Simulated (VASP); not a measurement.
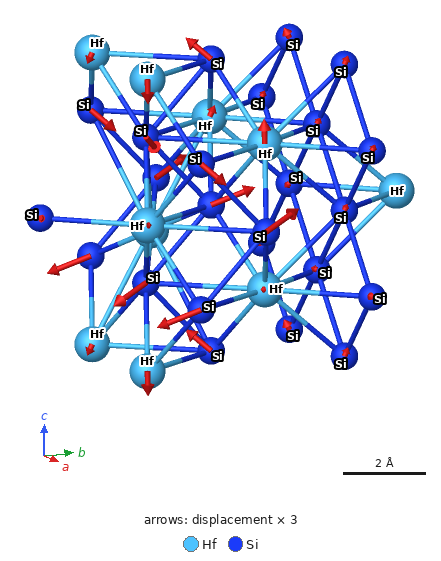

A relaxation of a defect cell of composition Hf15Si32. The starting structure is drawn; red arrows show the displacements, 3 times their true length.

The picture is a ball-and-stick view of the atoms within 5.0 Å of the atom that moves most (axes of the cell of the calculation (origin shifted)), seen slightly off an axis.

The run lets the atoms move in a fixed cell.

All numbers below come from Kohn-Sham DFT of a periodic cell, PBE, VASP PAW PBE potentials, recommended (VASP).

The input:
```
SYSTEM = Hf15Si32
  PREC = Accurate
  ENCUT = 520
  EDIFF = 1E-6
  ISMEAR = 1
  SIGMA = 0.1
  LREAL = .FALSE.
  LASPH = .TRUE.
  NELM = 80
  ALGO = Normal
  ISIF = 2
  LWAVE = .FALSE.
  LCHARG = .FALSE.
  GGA = PE
  IBRION = 2
  NSW = 60
  EDIFFG = -0.02
```

Command:
```bash
cat potpaw_PBE.64/Hf_pv/POTCAR potpaw_PBE.64/Si/POTCAR > POTCAR
mpirun -np 8 vasp_std > vasp.out
```

Question: What happened in the run?

Answer: The largest moves, 0.39 Å, are those of Si atoms. By element the largest moves are Si 0.39 Å, Hf 0.21 Å. The cell doesn't change. Some distances before and after: Si–Si 2.504 → 3.195 Å, Si–Si 3.334 → 3.006 Å, Hf–Si 2.222 → 2.532 Å, Si–Si 3.325 → 3.018 Å. Among the angles between lasting bonds that change: Hf–Si–Si 91.8° → 78.8°, Hf–Si–Hf 150.3° → 163.2°, Hf–Si–Hf 101.2° → 89.7°. After 23 geometry steps the energy has fallen by 3.441 eV per cell of the calculation. Largest force component: 4.3 eV/Å at the start, 0.015 eV/Å at the end.

Limits of the set-up: the periodic images lie only 7.3 Å apart, so the values are limited by the cell's size.
